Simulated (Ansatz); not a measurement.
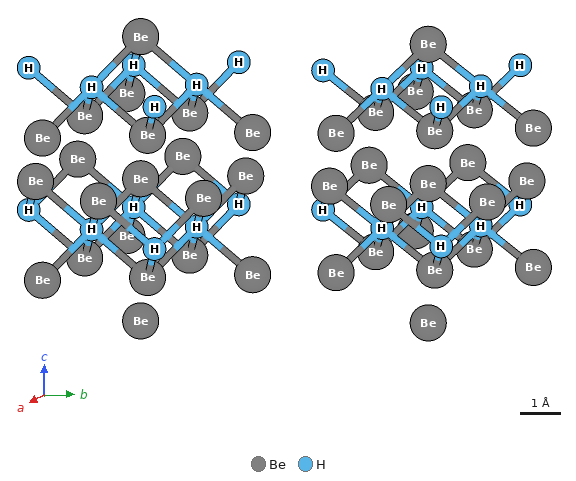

Two geometries of crystalline Be2H (a generated structure, set up in P-3m1) (coarse preliminary run), drawn at one scale. One is the start of a relaxation, the other its converged end. A ball-and-stick model of the atoms within 4.2 Å of the atom that moves most (axes of the cell of the calculation), seen slightly off an axis.

Computed with DFT PBE, scalar-relativistic, plane waves, PAW in Ansatz 0.2.0. Settings: plane-wave cutoff 420 eV; k-point mesh 6 × 6 × 6; occupations gaussian; smearing width 0.1 eV; no spin polarisation; cell and atoms relaxed; force threshold 0.04 eV/Å; at most 70 steps.

### Which one is relaxed?

The right one is the relaxed one. The largest moves relative to the cell, 0.13 Å, are those of Be atoms. H stays in place. The drawn cell changes as follows: a = b 2.679 → 2.515 Å (−6.1 %), c 3.700 → 3.626 Å (−2.0 %); the volume changes by −13.7 %. Among the contacts that change: Be–H 1.900 → 1.738 Å. The space group stays P-3m1 (No. 164). The energy falls by 112 meV per atom in 3 accepted moves (4 points after the start). Largest force component: 1.4 eV/Å at the start, 0.016 eV/Å at the end. The pressure goes from −8.37 to 0.00 GPa. The SCF was repeated once at an unchanged geometry on a basis and grid sized afresh for the cell, which shifted the energy by 0.5 meV per atom at most.

Limits of the set-up: the k-point mesh is coarse for a cell with partly filled bands.
